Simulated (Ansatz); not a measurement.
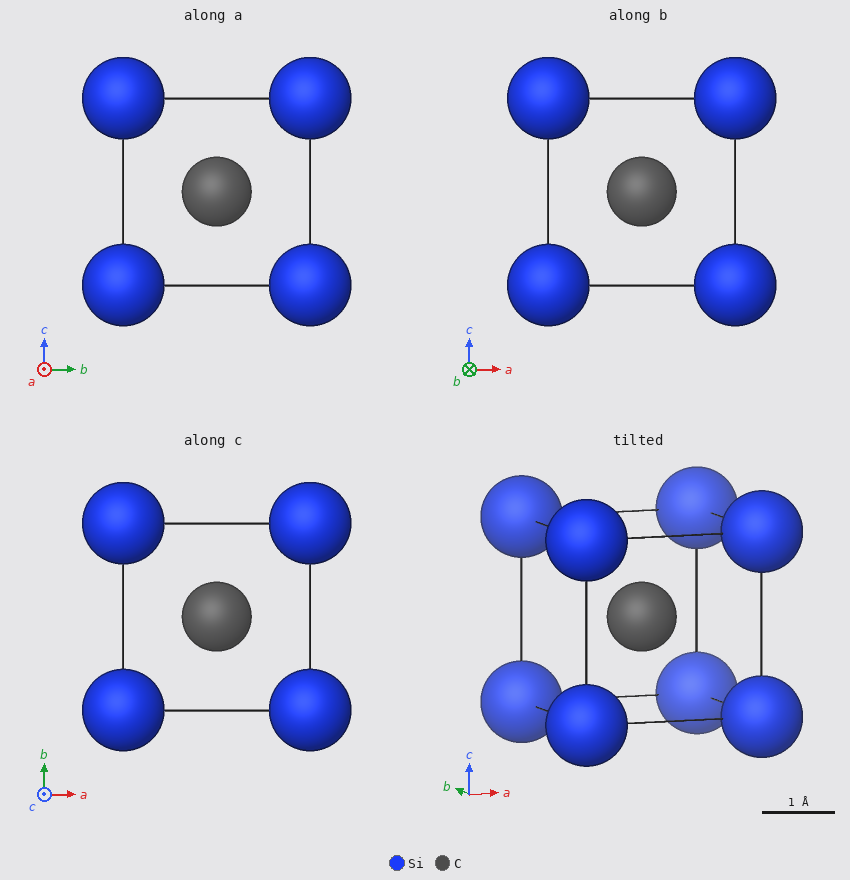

Drawn in the spheres-only manner and seen along the a axis, along the b axis, along the c axis and slightly off an axis. The conventional unit cell is outlined; an atom on or near a face, edge or corner is repeated at each equivalent position.

Lattice parameters: a = 2.620 Å, b = 2.620 Å, c = 2.620 Å, α = 90.00°, β = 90.00°, γ = 90.00°. Put a along x and b in the xy plane.

Q: Express the structure as a POSCAR file.

A:
```
Si C
1.0
     2.620    0.000    0.000
     0.000    2.620    0.000
     0.000    0.000    2.620
Si C
1 1
Direct
  0.0000 0.0000 0.0000
  0.5000 0.5000 0.5000
```

The structure comes from a structure type filled with these elements by a generator (whether the compound takes this form wasn't checked). Earlier steps of the study may have refined or changed the cell and positions. It went into a calculation with Ansatz.
